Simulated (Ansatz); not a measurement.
Consider Au (slab).

Input file:

```
crystal:
  lattice:
    - [2.8200300622, 0.0, 0.0]
    - [-1.4100150311, 2.5170030989, 0.0]
    - [0.0, 0.0, 29.4020326985]
  atoms:
    - { symbol: Au, position: [0.336136049, 0.672272098, 0.2550844044] }
    - { symbol: Au, position: [0.663863951, 0.327727902, 0.3367229363] }
    - { symbol: Au, position: [0.336136049, 0.672272098, 0.4183614681] }
    - { symbol: Au, position: [0.663863951, 0.327727902, 0.5] }
    - { symbol: Au, position: [0.336136049, 0.672272098, 0.5816385319] }
    - { symbol: Au, position: [0.663863951, 0.327727902, 0.6632770637] }
    - { symbol: Au, position: [0.336136049, 0.672272098, 0.7449155956] }
basis:
  ecutwfc: 420
kpoints:
  mp_grid: { grid: [14, 14, 1] }
hamiltonian:
  xc: pbesol
scf:
  occupations: { method: gaussian, width: 0.1 }
output:
  forces: true
  eigenvalues: true
  write_density: true
  write_potential: true
  elf: true
  volumetric_format: npy
relax:
  adjacent_minimum: "off"
  f_tol: 0.02
  max_steps: 60
efield:
  axis: 3
  dipole_correction: true
  ramp_width: 0.04
```

Command:

```sh
ansatz run input.yaml --threads 1 --pin off --max-ram 2560MiB --backend cpu --events-out ev --progress --plain --runs-dir out
```

Computed without spin polarisation.

Level of theory: Ansatz 0.2.0, DFT PBEsol, scalar-relativistic, plane waves, PAW.

Question: What will maps of the valence pseudo-density and electron localisation function show?

Answer: Au–Au (2.89 Å): ρ is about 0.29 e/Å³ halfway; the ELF is about 0.20 at the midpoint (no localised pair shows between them).

Question: Metal or insulator at this level of theory?

Answer: It is gapless in this calculation (a metal or semimetal).

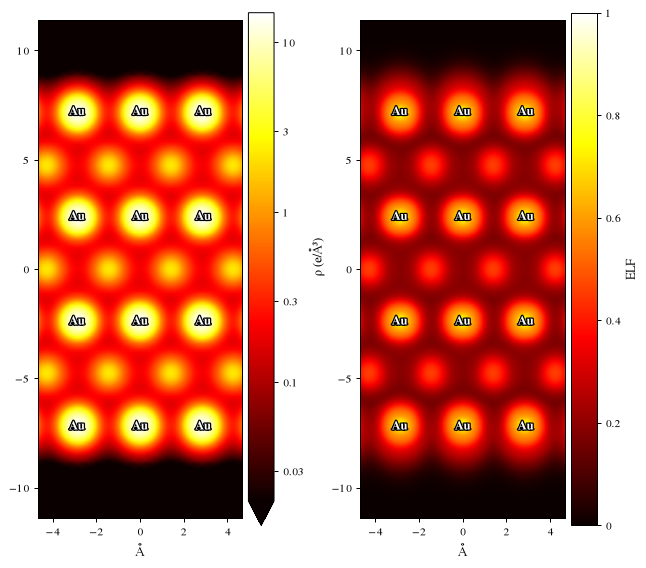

Computed valence pseudo-density and electron localisation function on the (11̄0) plane of the calculation cell, a cut from vacuum to vacuum, in this order. Atoms just off the plane (Au, 0.8 Å away) can leave unmarked features too.
